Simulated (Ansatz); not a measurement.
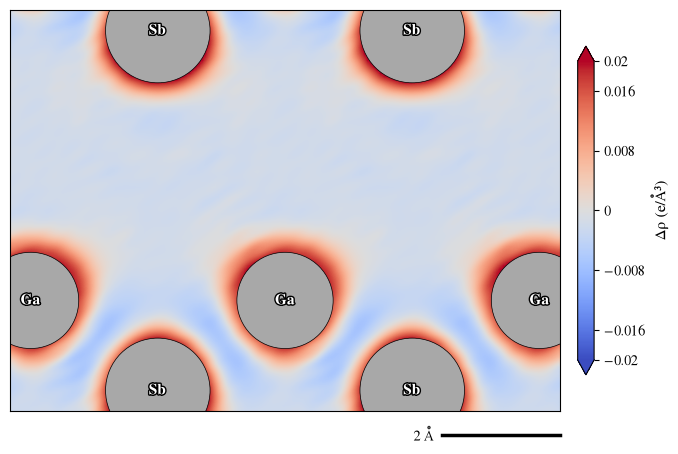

GaSb. Difference of the valence pseudo-densities of two functionals at the same geometry, on the (101̄) plane of the calculation cell: one of BLYP and r2SCAN less the other.

Both computed with Ansatz (plane waves, PAW), on the same k-point mesh. Grey discs cover the atomic cores.

```xyz
2
Lattice="0.0000 3.0590 3.0590 3.0590 0.0000 3.0590 3.0590 3.0590 0.0000" Properties=species:S:1:pos:R:3 pbc="T T T"
Sb    4.5885    4.5885    4.5885
Ga    0.0000    0.0000    0.0000
```

**Which was subtracted from which, and what does the map show?**

It is BLYP less r2SCAN. Against r2SCAN, BLYP gives more density around Sb (+0.008 e/Å³ on average at 1.0 Å from the nucleus), more density around Ga (+0.010 e/Å³ on average at 1.0 Å from the nucleus) and a change of −0.006 e/Å³ at the midpoint of Ga–Sb.
